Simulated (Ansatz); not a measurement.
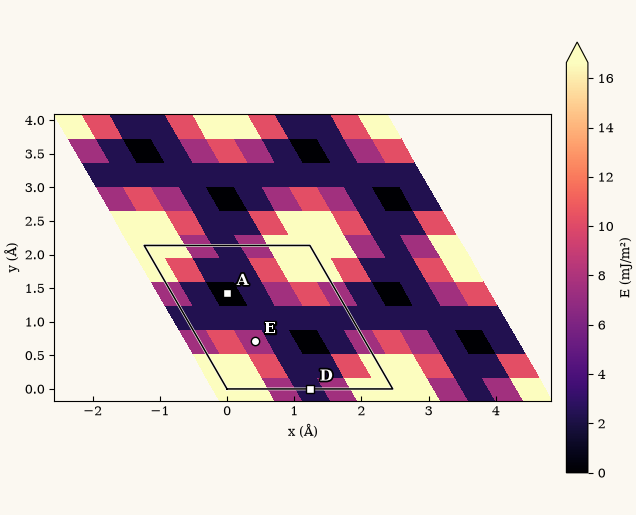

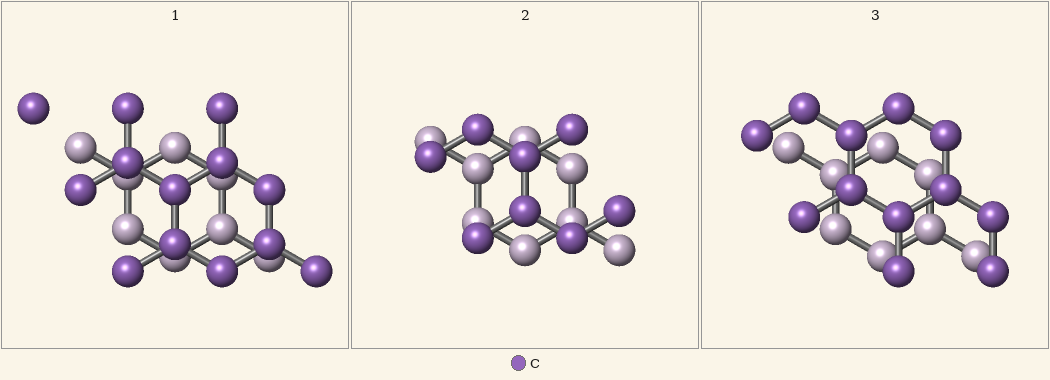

A bilayer of two C sheets (4 atoms in the cell). The upper layer of a bilayer is slid over the lower one; relaxed at each slide: nothing; the origin of the map has C3 above C1; the distance between the facing planes is held at 3.61 Å. Places are given modulo a cell vector. The map is drawn in real space over the plane of the slide. Grid: 6 × 6 points; 7 points were computed and 29 follow by symmetry. Energies: mJ/m², counted from the lowest grid point. At a held distance the lowest stacking need not be the one that binds best once the distance relaxes. Theory: DFT PBE+D3(BJ), scalar-relativistic, plane waves, PAW (Ansatz 0.2.0). Settings: cutoff 420 eV, k-mesh 15×15×1, gaussian smearing 0.1 eV, no spin polarisation.

In the figure: one coloured cell a grid point, the outline of one cell of the 2 × 2 shown, one colour for all values above the top of the scale, lettered points. The numbered pictures are the structures at these points, in random order. They are seen from 5° off the normal. The lower layer is drawn fainter.

**Which structure belongs to which point?**

A is structure 1: (2/6, 4/6) of the cell vectors, 0.0 mJ/m²; D is structure 2: (3/6, 0/6) of the cell vectors, 2.4 mJ/m²; E is structure 3: (2/6, 2/6) of the cell vectors, 7.5 mJ/m².

PAW datasets: the set soft_1.
